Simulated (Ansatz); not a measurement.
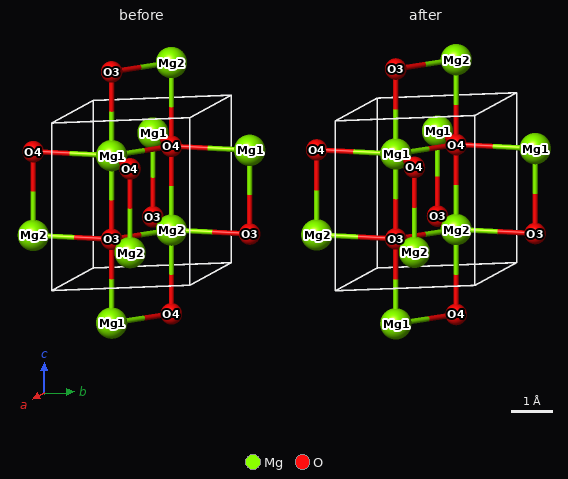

The structure of a crystal of MgO (set up in P6_3/mmc) (coarse preliminary run) before (left) and after (right) a relaxation, at one scale.

A ball-and-stick model of the cell of the calculation, seen slightly off an axis.

Computed with Ansatz, DFT PBE, scalar-relativistic, plane waves, PAW.

The input:
```yaml
crystal:
  lattice:
    - [3.48637796, 0.0, 0.0]
    - [-1.74318898, 3.01929188, 0.0]
    - [0.0, 0.0, 4.17804146]
  atoms:
    - { symbol: Mg, position: [0.66666667, 0.33333333, 0.75] }
    - { symbol: Mg, position: [0.33333333, 0.66666667, 0.25] }
    - { symbol: O, position: [0.66666667, 0.33333333, 0.25] }
    - { symbol: O, position: [0.33333333, 0.66666667, 0.75] }
basis:
  ecutwfc: 420
kpoints:
  mp_grid: { grid: [6, 6, 4] }
hamiltonian:
  xc: pbe
scf:
  occupations: { method: gaussian, width: 0.1 }
  lower_state_search: "off"
output:
  forces: true
  stress: true
  eigenvalues: true
relax:
  adjacent_minimum: "off"
  f_tol: 0.04
  max_steps: 70
  cell: { stress_tol: 0.4 }
```

Launched with:
```bash
ansatz run input.yaml --threads 1 --pin off --max-ram 2560MiB --backend cpu --events-out ev --progress --plain --runs-dir out
```

### Describe what moved and what it gained.

No atom moves by more than 0.005 Å relative to the cell. The drawn cell changes as follows: a = b 3.486 → 3.521 Å (+1.0 %), c 4.178 → 4.237 Å (+1.4 %); the volume changes by +3.4 %. Some distances before and after: Mg1–O3 2.089 → 2.119 Å, Mg1–O4 2.013 → 2.033 Å. The space group stays P6_3/mmc (No. 194). The energy falls by 5.4 meV per atom in 3 accepted moves (5 points after the start). All forces vanish by symmetry, so only the cell relaxes. The pressure goes from 4.54 to 0.04 GPa. The SCF was repeated twice at an unchanged geometry on a basis and grid sized afresh for the cell, which shifted the energy by 1.4 meV per atom at most.
